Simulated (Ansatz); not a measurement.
Al₂₃N₂₅ (cell charge +1, with a compensating background) (cell with a defect)

Input file:

```
crystal:
  lattice:
    - [3.1302084199, -5.4216800216, 5.0180433219]
    - [3.1302084199, 5.4216800216, 5.0180433219]
    - [-6.2604168399, 0.0, 5.0180433219]
  atoms:
    - { symbol: "N", position: [0.6952228574, 0.3618895241, 0.5285561908], spin: 0.2 }
    - { symbol: Al, position: [0.9992118434, 0.66587851, 0.8325451767] }
    - { symbol: Al, position: [0.3306179968, 0.5002685896, 0.6650632536] }
    - { symbol: Al, position: [0.833601923, 0.4983965869, 0.1639513302] }
    - { symbol: Al, position: [0.1667429814, 0.3318699863, 0.9990325749] }
    - { symbol: Al, position: [0.4980289423, 0.6682681618, 0.3318543866] }
    - { symbol: Al, position: [0.8317299202, 0.9972846635, 0.6669352563] }
    - { symbol: Al, position: [0.1656992416, 0.8334096481, 0.498536653] }
    - { symbol: Al, position: [0.4985210533, 0.1646956089, 0.8349348285] }
    - { symbol: Al, position: [0.6652033197, 0.8323659082, 1.0000763147] }
    - { symbol: Al, position: [1.0016014951, 0.1651877199, 0.3313622756] }
    - { symbol: Al, position: [0.334398717, 1.0010653836, 0.1677320503] }
    - { symbol: Al, position: [0.6544352804, 0.4989986794, 0.8450199136] }
    - { symbol: Al, position: [1.0005866545, 0.8347794974, 0.1651805893] }
    - { symbol: Al, position: [0.3318472559, 0.6672533212, 1.0014461641] }
    - { symbol: Al, position: [0.8323320127, 0.6783532469, 0.4877686138] }
    - { symbol: Al, position: [0.1676995095, 0.500049052, 0.3316579647] }
    - { symbol: Al, position: [0.4983246313, 0.8343661761, 0.6667157187] }
    - { symbol: Al, position: [0.8333823853, 0.164991298, 1.0010328428] }
    - { symbol: Al, position: [0.1681128308, 0.9985139226, 0.8339199879] }
    - { symbol: Al, position: [0.501955678, 0.3346807848, 0.1719223184] }
    - { symbol: Al, position: [0.6680141181, 1.0052556518, 0.3352890113] }
    - { symbol: Al, position: [1.0116865803, 0.3211019471, 0.6656653461] }
    - { symbol: Al, position: [0.3385889851, 0.1686223447, 0.5013474514] }
    - { symbol: "N", position: [0.7804014619, 0.4470681285, 0.6137347952], spin: 0.2 }
    - { symbol: "N", position: [0.1255166097, 0.7921832764, 0.9588499431] }
    - { symbol: "N", position: [0.4576282361, 0.6274973674, 0.7931937241] }
    - { symbol: "N", position: [0.9608307007, 0.6265270575, 0.2909615694] }
    - { symbol: "N", position: [0.2931251076, 0.4597179627, 0.1252603581] }
    - { symbol: "N", position: [0.6241292858, 0.7946311511, 0.4606377469] }
    - { symbol: "N", position: [0.9598603908, 0.1242949027, 0.794164034] }
    - { symbol: "N", position: [0.2919270247, 0.9597917743, 0.6263846294] }
    - { symbol: "N", position: [0.6273044136, 0.2907959525, 0.9612978178] }
    - { symbol: "N", position: [0.7930512961, 0.9585936914, 0.126458441] }
    - { symbol: "N", position: [0.1279644845, 0.2939710803, 0.4574626191] }
    - { symbol: "N", position: [0.4612905154, 0.127957182, 0.2946238487] }
    - { symbol: "N", position: [0.4425389853, 0.2925547507, 0.642976142], spin: 0.2 }
    - { symbol: "N", position: [0.7929329433, 0.625364453, 0.9538874382] }
    - { symbol: "N", position: [0.1205541049, 0.45959961, 0.7920311196] }
    - { symbol: "N", position: [0.625888084, 0.4763094753, 0.2758723187], spin: 0.2 }
    - { symbol: "N", position: [0.9610932998, 0.2928342675, 0.125474775] }
    - { symbol: "N", position: [0.2921414417, 0.6277599665, 0.4595009342] }
    - { symbol: "N", position: [0.6261676008, 0.9588081084, 0.7944266331] }
    - { symbol: "N", position: [0.9586977863, 0.7872207716, 0.6262662767] }
    - { symbol: "N", position: [0.2920332881, 0.12507608, 0.9626578372] }
    - { symbol: "N", position: [0.4584094133, 0.7959911706, 0.1253666214] }
    - { symbol: "N", position: [0.8096428086, 0.109205652, 0.4592214174], spin: 0.2 }
    - { symbol: "N", position: [0.1293245039, 0.9586999547, 0.2917427467] }
  host:
    lattice:
      - [3.1302084199, 0.0, 0.0]
      - [-1.56510421, 2.7108400108, 0.0]
      - [0.0, 0.0, 5.0180433219]
    atoms:
      - { symbol: Al, position: [0.6666666667, 0.3333333333, 0.4992342259] }
      - { symbol: Al, position: [0.3333333333, 0.6666666667, 0.9992342259] }
      - { symbol: "N", position: [0.6666666667, 0.3333333333, 0.8807657741] }
      - { symbol: "N", position: [0.3333333333, 0.6666666667, 0.3807657741] }
total_charge: 1
basis:
  ecutwfc: 420
  xc_grid: 2
kpoints:
  mp_grid: { grid: [2, 2, 2], shift: [0.5, 0.5, 0.5] }
hamiltonian:
  xc: pbe
scf:
  occupations: { method: gaussian, width: 0.01 }
output:
  forces: true
  stress: false
  eigenvalues: true
  populations: true
  charged_corrections:
    defect_position: [0.66641141, 0.33307808, 0.49974474]
    epsilon: [[8.2944, 0.0, 0.0], [0.0, 8.2944, 0.0], [0.0, 0.0, 9.8365]]
  write_density: true
  write_potential: true
  elf: true
  volumetric_format: npy
magnetization:
  spin_polarized: true
relax:
  adjacent_minimum: "off"
  f_tol: 0.025
  max_steps: 45
```

Run with:

```sh
ansatz run input.yaml --threads 4 --pin off --max-ram 6144MiB --backend cpu --events-out ev --progress --plain --runs-dir out
```

The fields are those of the relaxed geometry.

The program warned that a starting moment wasn't kept; spin-polarised.

Theory: DFT PBE, scalar-relativistic, plane waves, PAW (Ansatz 0.2.0).

Core electrons are frozen (PAW), and the valence fields are smoothed inside the atomic spheres.

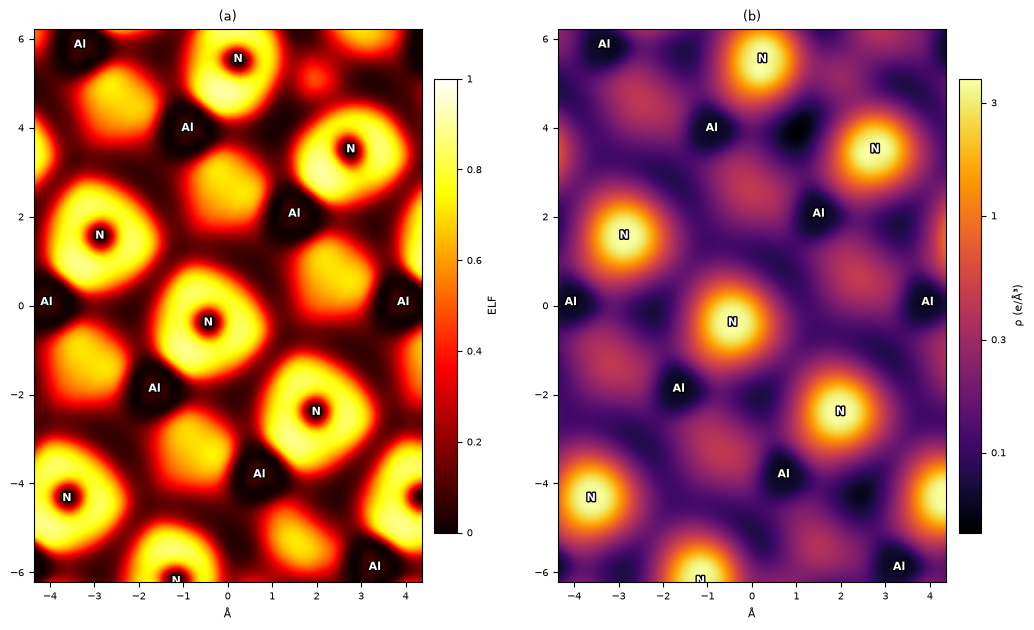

Figure 1. (a) electron localisation function; (b) valence pseudo-density on the (11̄0) plane of the calculation cell.

**What does the map show?**

The plane passes through Al and N nuclei.
Atoms just off the plane (N, 0.9 Å away and Al, 0.9 Å away) can leave unmarked features too.
Al–N (1.89 Å): ρ is about 0.69 e/Å³ halfway; the ELF peaks at about 0.90 between the atoms, as expected for a shared but strongly polarised pair.
Al–N (1.91 Å): ρ at the midpoint is about 0.66 e/Å³; the ELF peaks at about 0.90 between the atoms: a polar covalent bond.
Between the atoms the lowest density in this plane is 0.05 e/Å³.

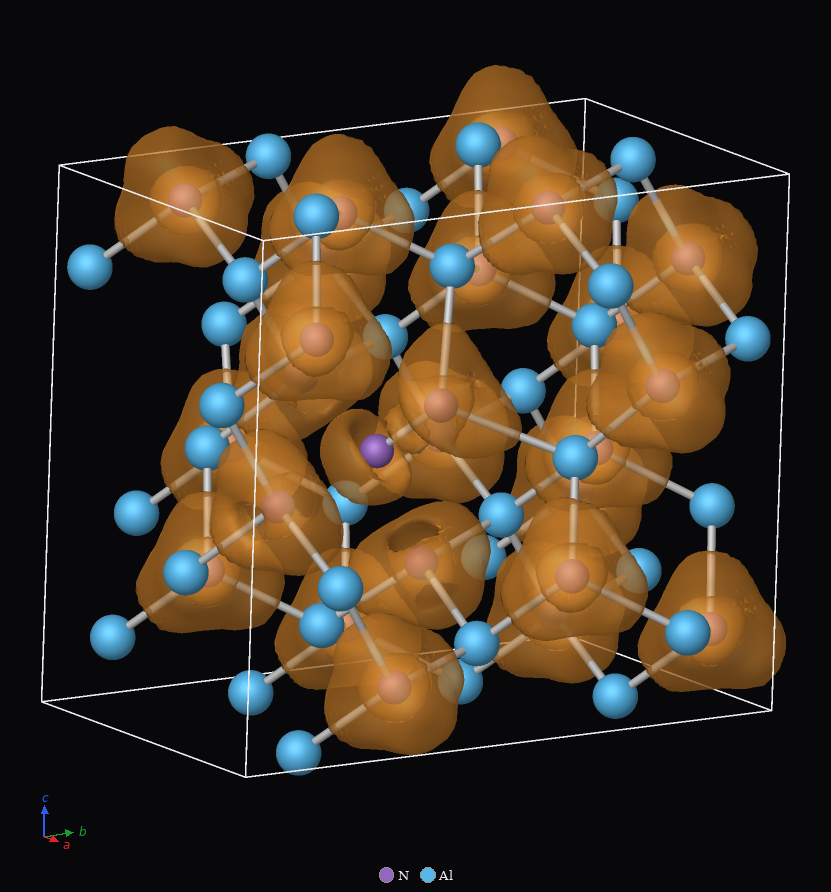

Figure 2. Isosurface of the ELF at 0.75 (orange), seen slightly off an axis. Core shells and regions of very low density are left out. Sticks mark near contacts.

**Where are the electrons localised?**

The surface consists of one region between bonded N–N atoms (shared pairs), 24 regions on N in which the atom's valence shell and bonds are merged and one lobe on N, pointing away from the bonds (lone pairs), counted in one cell of 48 atoms. Any copies at cell faces, edges or corners count once.


N–N (1.30 Å): the ELF peaks at about 0.85 between the atoms (inside overlapping PAW spheres, so only a guide); a covalent bond. Al–N (1.86 Å): the ELF peaks at about 0.90 in the valence shell of N, 0.8 Å from its nucleus, and is about 0.85 at the midpoint.

**Does the calculation give a band gap?**

It is gapped, with a Kohn–Sham gap of 0.55 eV on the k-point mesh, an upper bound to the gap of this method.
